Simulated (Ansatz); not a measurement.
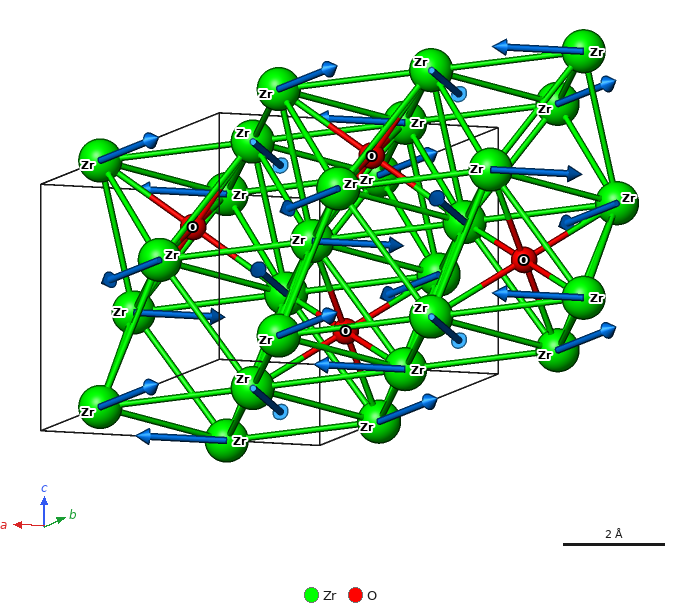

This is a relaxation of a crystal of Zr₃O (set up in P6_322). The starting structure is drawn; blue arrows show the displacements (the part carried along by the change of the cell is left out), 50 times their true length.

The picture is a ball-and-stick view of the cell of the calculation, repeated 1 × 2 × 1 with one cell outlined, seen from a free direction.

Level of theory: DFT r2SCAN, scalar-relativistic, plane waves, PAW (Ansatz). Set-up: plane-wave cutoff 500 eV; k-point mesh 6 × 6 × 8; occupations gaussian; smearing width 0.1 eV; no spin polarisation; cell and atoms relaxed; force threshold 0.005 eV/Å; at most 80 steps.

### Which element moves most?

Zirconium: up to 0.037 Å, against 0.000 Å for oxygen.

### What did the optimiser do to the structure, and how much energy did it gain?

After 4 accepted moves (6 points after the start) the energy has fallen by 8.6 meV per atom. The largest force component goes from 0.57 to 0.0028 eV/Å. The pressure goes from 1.31 to −0.01 GPa. The line search rejected the trial step at point 1 of the run. The SCF was repeated once at an unchanged geometry on a basis and grid sized afresh for the cell, which shifted the energy by 0.2 meV per atom at most. The largest moves relative to the cell, 0.037 Å, are those of Zr atoms. O stays in place. Cell: a = b 5.617 → 5.652 Å (+0.6 %), c 5.185 → 5.194 Å (+0.2 %). Volume +1.4 %. Among the contacts that change: Zr–Zr 3.243 → 3.327 Å, Zr–Zr 3.198 → 3.165 Å, Zr–Zr 3.198 → 3.230 Å, Zr–Zr 3.243 → 3.232 Å. The space group stays P6_322 (No. 182). Cost: 2.9 min on 2 threads of Arm Neoverse V2, with other jobs on the host, peak memory 0.81 GiB.
